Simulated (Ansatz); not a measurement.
```yaml
crystal:
  lattice:
    - [3.01187, 0.00000, 0.00000]
    - [-1.50594, 2.60836, 0.00000]
    - [0.00000, 0.00000, 7.47364]
  atoms:
    - { symbol: Ta, position: [0.66667, 0.33333, 0.82607] }
    - { symbol: Ta, position: [0.33333, 0.66667, 0.17393] }
    - { symbol: Ta, position: [0.00000, 0.00000, 0.50000] }
    - { symbol: N, position: [0.00000, 0.00000, 0.00000] }
```

Space group P-3m1; a structure from a database of computed crystals, not necessarily the ambient phase; not relaxed (largest force 0.4 eV/Å); computed pressure about −9 GPa in this cell.

Computed with Ansatz, Kohn-Sham DFT of a periodic cell, LDA, Ansatz PAW.

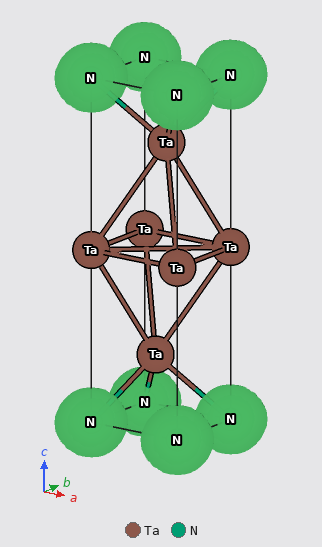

Ta3N. Isosurface of the ELF at 0.75 (green), seen slightly off an axis. Core shells and regions of very low density are left out. Sticks mark near contacts.

Question: What do the ELF domains correspond to?

Answer: The surface consists of one region wrapped around N (its valence shell), counted in one cell of 4 atoms. Any copies at cell faces, edges or corners count once.

Values along the shortest contacts:
Ta–N (2.17 Å): the ELF peaks at about 0.80 in the valence shell of N, 0.7 Å from its nucleus, and drops to about 0.20 between the two atoms: no shared electron pair shows on this line. Ta–Ta (2.99 Å): the ELF is about 0.35 at the midpoint.

Question: Does the calculation give a band gap?

Answer: It is gapless in this calculation (a metal or semimetal); semilocal functionals without U, or without the true magnetic order, often close the gap of such compounds.
